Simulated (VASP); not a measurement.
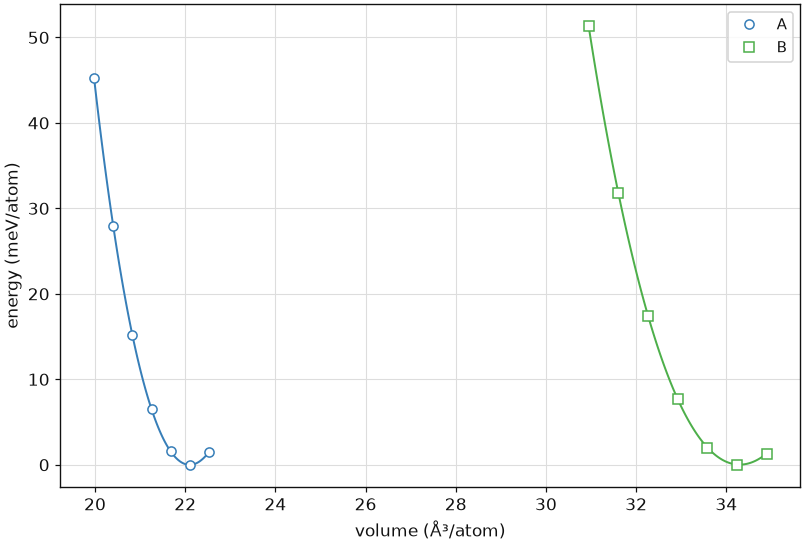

The figure compares two calculations of the energy against volume, each curve from its own zero. The first is for BeTe, space group F-43m (No. 216).

The cell holds 2 atoms.

How it was computed, with VASP 6.6.1: plane-wave DFT, no spin polarisation; energies at scaled volumes of the given cell, shape and fractions fixed, counted from the fit's minimum, third-order Birch-Murnaghan fit. Level: PBEsol.

k mesh 8×8×8; occupations Fermi–Dirac; smearing width 0.05 eV; potentials VASP PAW PBE potentials, recommended; wave cutoff 520 eV.

In the second, Be is replaced by Cd on all its sites, which gives CdTe in the same structure.

Question: Which of A and B is the second calculation, and what did the change do?

Answer: B. The equilibrium volume rises from 22.10 to 34.30 Å³/atom (+55 %) and the bulk modulus falls from 60.3 to 41.2 GPa (−32 %).

V0 and the bulk modulus come from third-order Birch–Murnaghan fits.
